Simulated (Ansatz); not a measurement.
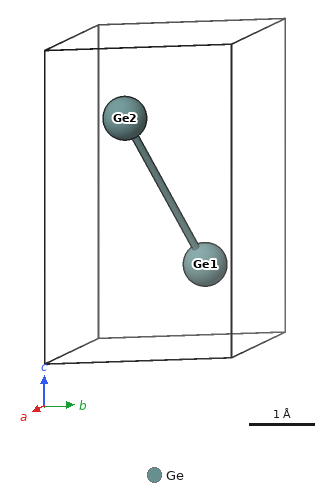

Figure 1. The input geometry (ball-and-stick view of the cell of the calculation, seen slightly off an axis; atoms are numbered from 1 in the order of the input). Near neighbours in the crystal (not all of them lie inside the picture): Ge has 12 Ge at 3.00 to 3.02 Å.

## Geometry relaxation of Ge

- system: Ge (P6₃/mmc, 2 atoms in the cell)
- method: DFT, PBE, all-electron LAPW, scalar-relativistic, no spin polarisation (Ansatz 0.2.0)

It belongs to a series of runs on one base structure; here: hcp relaxed, LAPW. Figures and captions count atoms from 1; the log counts them from 0 in places.

### Log
```
The last accepted step is kept in [file] (removed where the run ends without a failure and the disk answers)
Ge: projections on atomic orbitals take those of the free atom 1s2 2s2 2p6 3s2 3p6 3d10 4s2 4p2, of charge +0.00 (hamiltonian.pseudopotentials.projection_atoms)
LAPW: plane waves up to 7.594 Å⁻¹, error target 5.0e-4 eV per atom; small_component_spin mean_spin; Ge in spheres of 1.456 Å, 22 of its electrons in bands, Dirac shells [] (how accurate: hamiltonian.pseudopotentials.lapw.basis_error, Limitations)
Engine: ansatz 0.2.0, aarch64-unknown-linux-gnu
Pseudopotentials: kind: all_electron
Pseudopotential: Ge, LAPW, valence charge 22, lapw/all_electron/scalar/gaussian/Ge, Koelling and Harmon's equation, gaussian nucleus
Functional definition: PBE
  parameter kappa = 0.804
  parameter beta = 0.06672455060314922
  exchange = pbe_x(kappa = kappa, mu = beta*pi^2/3)
  correlation = pbe_c(beta = beta)
Crystal: 2 atoms, lattice volume = 38.539 Å³
Basis set: ecut = 219.69556628354846 eV, 287 PW (Γ), exchange–correlation at level 2
Bands: 27, of which v1, the nominal top of the filled ones, is band 22 counted from 1 (21 counted from 0)
Symmetry: 24 space group operations
Space group: P63/mmc (ITA 194), of the structure as read, at distance tolerance 3.4e-5 Å
k-points: 150 of 2304
Non-local potential: Ge, projectors of the file, none
Initial density: superposition of atomic densities (chi_scale 0.1, normalization cell)
Initial wavefunctions: plane waves of lowest kinetic energy (no species holds an atomic orbital)
Functional: x = pbe(κ = 0.804, μ = 0.2195149727645171), c = pbe(β = 0.06672455060314922)
iter 1 solved again at ethr=1.70e-5 eV; its pass at ethr=1.00e-1 eV (dr2=7.48e-3 eV) is discarded
SCF iter   1: F=—  HF=-114231.994101 eV  |F-HF|=—  |Δ(HF+E_count)|=         —  Δρ=5.82e-3  dr2=7.52e-3  ethr=1.70e-5  ⟨swp⟩=3.3  Hψ=28133  notcnv=0
preconditioner: auto → Kerker (q_TF=auto, 2.789 Å⁻¹)  [metal: Δε(μ)=0.037 eV  Ē_g=23.705 eV  σ=0.050 eV  W_gap=0.18  n_scr=22 (ndim 8)  ℏωp=31.7 eV  f_vac=0.000  D(μ)=0.73/eV (n_scr^D=2)]
SCF iter   2: F=—  HF=-114231.971573 eV  |F-HF|=—  |Δ(HF+E_count)|=   2.25e-2  Δρ=3.37e-3  dr2=3.12e-3  ethr=1.70e-5  ⟨swp⟩=2.0  Hψ=12189  notcnv=0
SCF iter   3: F=—  HF=-114231.968835 eV  |F-HF|=—  |Δ(HF+E_count)|=   2.74e-3  Δρ=2.03e-3  dr2=1.34e-3  ethr=7.08e-6  ⟨swp⟩=2.0  Hψ=12178  notcnv=0
SCF iter   4: F=—  HF=-114231.968399 eV  |F-HF|=—  |Δ(HF+E_count)|=   4.36e-4  Δρ=9.86e-4  dr2=3.90e-4  ethr=3.04e-6  ⟨swp⟩=2.0  Hψ=12178  notcnv=0
iter 5 solved again at ethr=1.72e-8 eV; its pass at ethr=8.86e-7 eV (dr2=7.58e-6 eV) is discarded
SCF iter   5: F=—  HF=-114231.968501 eV  |F-HF|=—  |Δ(HF+E_count)|=   1.02e-4  Δρ=1.44e-4  dr2=7.54e-6  ethr=1.72e-8  ⟨swp⟩=2.1  Hψ=20476  notcnv=0
SCF iter   6: F=—  HF=-114231.968502 eV  |F-HF|=—  |Δ(HF+E_count)|=   6.31e-7  Δρ=3.30e-5  dr2=2.29e-7  ethr=1.71e-8  ⟨swp⟩=2.0  Hψ=12178  notcnv=0
SCF iter   7: F=-114231.968502 eV  HF=-114231.968502 eV  |F-HF|=4.63e-9  |Δ(HF+E_count)|=   1.76e-7  Δρ=5.46e-6  dr2=8.86e-9  ethr=5.19e-10  ⟨swp⟩=3.0  Hψ=12783  notcnv=0
SCF 1 converged in 7 iterations: F = -114231.968502 eV  dr2 = 8.86e-9
relax step   1: F+E_penalty+E_count = -114231.96850224 eV  Δ(F+E_penalty+E_count) = +0.000e0 eV  max|allowed force component| = 3.903e-18 eV/Å  Δτ_max = 0.0000 Å  P = +0.035 GPa  Ω = 38.539 Å³  (7 SCF iters, accepted)
Initial density: handed on by an earlier stage of this run
Initial wavefunctions: those handed on with the density
iter 1 solved again at ethr=5.26e-11 eV; its pass at ethr=1.00e-1 eV (dr2=2.31e-8 eV) is discarded
SCF iter   1: F=—  HF=-114231.968502 eV  |F-HF|=—  |Δ(HF+E_count)|=         —  Δρ=5.00e-6  dr2=7.28e-9  ethr=5.26e-11  ⟨swp⟩=7.1  Hψ=29227  notcnv=0  reapply=78
preconditioner: auto → Kerker (q_TF=auto, 2.789 Å⁻¹)  [metal: Δε(μ)=0.026 eV  Ē_g=24.026 eV  σ=0.050 eV  W_gap=0.13  n_scr=22 (ndim 8)  ℏωp=31.7 eV  f_vac=0.000  D(μ)=0.75/eV (n_scr^D=2)]
SCF iter   2: F=-114231.968502 eV  HF=-114231.968502 eV  |F-HF|=2.15e-9  |Δ(HF+E_count)|=   5.68e-8  Δρ=3.52e-6  dr2=3.73e-9  ethr=1.65e-11  ⟨swp⟩=2.0  Hψ=12178  notcnv=0
SCF 2 converged in 2 iterations: F = -114231.968502 eV  dr2 = 3.73e-9
relax step   2: F+E_penalty+E_count = -114231.96850224 eV  Δ(F+E_penalty+E_count) = +1.455e-11 eV  max|allowed force component| = 4.770e-18 eV/Å  Δτ_max = 0.0000 Å  P = +0.035 GPa  Ω = 38.539 Å³  stress off target by 4.37e-2 GPa  SCF on the basis re-selected at this cell (its energy is not comparable with the rows above)  (2 SCF iters)
```

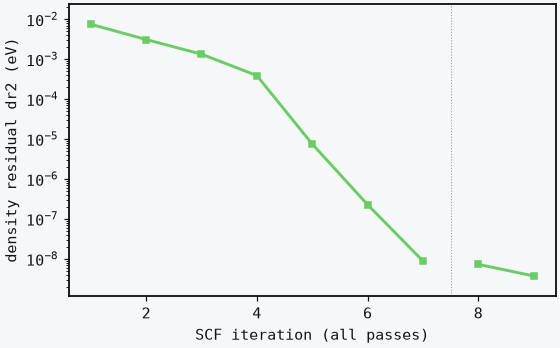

Figure 2. Convergence of the self-consistent field: density residual dr2 against the SCF iteration. The dotted lines part the SCF passes of the relaxation: geometry steps, rejected trials and re-solves on a re-selected basis. The passes take 7 and 2 iterations.

```
basis re-selected at this cell: Δ(F+E_penalty+E_count) = +1.455e-11 eV, ΔP = -0.000 GPa vs the last step (what re-selecting the basis moved, after the strain that the cell walked since its last selection, with what the two solves' SCF thresholds leave and, on support functions, any second-order correction that the steps lacked; it is no measure of the basis error at this ecutwfc). This SCF's stress stands 4.37e-2 GPa from its target on what of the cell is left free (relax.cell.stress_tol is 5.00e-2 GPa) and its largest allowed force component is 4.77e-18 eV/Å (relax.f_tol is 5.00e-3 eV/Å): within both
SCF converged after 2 iterations
Free energy (F): -114231.968502 eV
Harris-Foulkes:  -114231.968502 eV  (|F-HF|=2.15e-9)
Internal energy: -114231.962294 eV  (E = F + TS)
E sigma→0 (E₀):  -114231.965398 eV
Entropy (-TS):   -0.006208 eV (-3.104 meV/atom)
Fermi energy:    12.474394 eV
--- Per-component energies (eV) ---
  E_band       = -1975.854929
  E_kinetic    = 116627.028393
  E_xc         = -4339.266183
  E_electrostatic = -226519.724504  (all electrons and nuclei)
  E_smearing   = -0.006208  (= −TS)
  E_closure    = 0.000000  (closes the sum)
  E_atoms      = -114223.599835  (free atoms, spherical and without spin; not in F)
  Σ components = -114231.968502   (vs F -114231.968502, Δ=0.00e0)
  Basis errors (estimates in eV, not in F): energy 1.1e-4 per atom: plane waves 1.1e-4 (6.0e-5 summed), levels above the bands 2.9e-75, relativity 1.5e-8, radial functions 7.7e-7, core shells 2.4e-13; eigenvalues (radial functions only) 4.7e-7; not estimated: angular momenta, meshes, grids; target (lapw.basis_error) 5.0e-4; muffin-tin radii Ge 1.456 Å
--- Forces (eV/Å), atoms counted from 1 ---
  atom   1  Ge    -0.00000000    -0.00000000     0.00000000
  atom   2  Ge     0.00000000     0.00000000    -0.00000000
  max |Σ_I F_I| component: 2.89e-19 eV/Å
--- Stress (GPa, compression-positive) ---
        0.030518       0.000000       0.000000
        0.000000       0.030518      -0.000000
        0.000000      -0.000000       0.043723
  P = ⅓ Tr σ = 0.0349 GPa (0.349 kbar)
--- Band table (eV; the first three rows and the last of 150) ---
  k-point 0: bands = ["-151.3822", "-151.3821", "-98.5130", "-98.5130", "-98.5128", "-98.5128", "-98.5114", "-98.5102", "-12.3012", "-12.3006", "-12.2935", "-12.2935", "-12.2870", "-12.2870", "-12.2671", "-12.2671", "-12.2138", "-12.2138", "-0.5541", "4.5060", "7.0175", "19.2008", "19.2008", "21.0270", "21.0270", "21.1995", "23.9197"]
  k-point 1: bands = ["-151.3822", "-151.3821", "-98.5130", "-98.5130", "-98.5128", "-98.5128", "-98.5113", "-98.5102", "-12.3010", "-12.3005", "-12.2949", "-12.2949", "-12.2879", "-12.2879", "-12.2639", "-12.2639", "-12.2148", "-12.2148", "-0.4792", "3.9704", "7.7004", "19.2569", "19.2569", "20.3363", "20.9906", "20.9906", "23.9799"]
  k-point 2: bands = ["-151.3822", "-151.3822", "-98.5129", "-98.5129", "-98.5128", "-98.5128", "-98.5112", "-98.5103", "-12.3007", "-12.3002", "-12.2973", "-12.2973", "-12.2902", "-12.2902", "-12.2564", "-12.2564", "-12.2177", "-12.2177", "-0.2546", "3.0290", "9.0827", "18.5348", "19.4206", "19.4206", "20.8701", "20.8701", "24.1599"]
  k-point 149: bands = ["-151.3821", "-151.3821", "-98.5136", "-98.5136", "-98.5135", "-98.5135", "-98.5107", "-98.5106", "-12.3054", "-12.3053", "-12.2800", "-12.2644", "-12.2591", "-12.2581", "-12.2454", "-12.2452", "-12.2116", "-12.2097", "6.2870", "6.5449", "8.9981", "9.2150", "10.0996", "10.6944", "17.8742", "18.2609", "22.5390"]
--- Relaxed structure (1 steps of the walk, 1 accepted, 1 SCFs on fresh bases) ---
  F+E_penalty+E_count = -114231.96850224 eV   max|allowed force component| = 4.770e-18 eV/Å   (the final SCF, on the basis selected at the relaxed cell)
  cell:  # Å, volume = 38.5388 Å³
    - [3.0014039211552976, 0.0, 0.0]
    - [-1.5007019605776488, 2.5992920427387136, 0.0]
    - [0.0, 0.0, 4.9399040589]
  atoms:
    - { symbol: Ge, position: [0.3333333333333333, 0.6666666666666666, 0.25] }
    - { symbol: Ge, position: [0.6666666666666666, 0.3333333333333333, 0.75] }
--- Löwdin populations: 2 sites ---
  site symbol       q [e]
     0     Ge     31.9666
     1     Ge     31.9666
  spilling = 0.001043 (of n_electrons = 64.000000)
```

### File populations.tsv
```
# site	symbol	l	j	q
# orbitals = lowdin
# n_electrons = 64.000000
# spilling = 0.001043
# projection_atom_Ge: 1s2 2s2 2p6 3s2 3p6 3d10 4s2 4p2
0	Ge	0_1S	-	1.999996
0	Ge	0_2S	-	1.999795
0	Ge	0_3S	-	1.995330
0	Ge	0_4S	-	1.696235
0	Ge	1_2P	-	5.999996
0	Ge	1_3P	-	5.998431
0	Ge	1_4P	-	2.278890
0	Ge	2_3D	-	9.997955
1	Ge	0_1S	-	1.999996
1	Ge	0_2S	-	1.999795
1	Ge	0_3S	-	1.995330
1	Ge	0_4S	-	1.696235
1	Ge	1_2P	-	5.999996
1	Ge	1_3P	-	5.998431
1	Ge	1_4P	-	2.278890
1	Ge	2_3D	-	9.997955
```

### Trajectory as extended XYZ (Å, eV, eV/Å), 2 frames, from step=1 to step=2
```
2
Lattice="3.0014 0.0000 0.0000 -1.5007 2.5993 0.0000 0.0000 0.0000 4.9399" Properties=species:S:1:pos:R:3:forces:R:3 step=1 energy=-114231.96850 pressure_GPa=0.03
Ge    0.0000    1.7329    1.2350    0.0000   0.0000   0.0000
Ge    1.5007    0.8664    3.7049    0.0000   0.0000   0.0000
2
Lattice="3.0014 0.0000 0.0000 -1.5007 2.5993 0.0000 0.0000 0.0000 4.9399" Properties=species:S:1:pos:R:3:forces:R:3 step=2 energy=-114231.96850 pressure_GPa=0.03
Ge    0.0000    1.7329    1.2350    0.0000   0.0000   0.0000
Ge    1.5007    0.8664    3.7049    0.0000   0.0000   0.0000
```

The run was set up as follows.

### The input
```yaml
crystal:
  lattice:
    - [3.0014039212, 0.0, 0.0]
    - [-1.5007019606, 2.5992920427, 0.0]
    - [0.0, 0.0, 4.9399040589]
  atoms:
    - { symbol: Ge, position: [0.3333333333, 0.6666666667, 0.25] }
    - { symbol: Ge, position: [0.6666666667, 0.3333333333, 0.75] }
kpoints:
  mp_grid: { grid: [16, 16, 9] }
scf:
  occupations: { method: fermi_dirac, width: 0.05 }
hamiltonian:
  xc: pbe
  pseudopotentials: { kind: all_electron, lapw: { basis_error: 0.0005 } }
output:
  forces: true
  stress: true
  eigenvalues: true
  populations: true
relax:
  f_tol: 0.005
  max_steps: 25
  cell: {}
```

Command:
```bash
ansatz run input.yaml --threads 1 --pin off --max-ram 3072MiB --backend cpu --events-out ev --progress --plain --runs-dir out
```

### Summary

| quantity | value |
| --- | --- |
| outcome | converged |
| space group (tolerance 0.01 Å) | P6₃/mmc (194) |
| electrons in bands (core shells apart) | 44 |
| free energy | −114231.9685 eV |
| Fermi energy | 12.474 eV |
| pressure | 0.03 GPa |
| final volume | 38.54 Å³ |
| largest force (length of the vector) at the end | under 0.001 eV/Å |
| final cell | a = 3.001 Å, b = 3.001 Å, c = 4.940 Å, α = 90.00°, β = 90.00°, γ = 120.00° |
| hardware | 1 thread of Arm Neoverse V2, 24 GiB of memory available, shared host |
| wall time | 38 s |
| peak memory | 0.5 GiB |
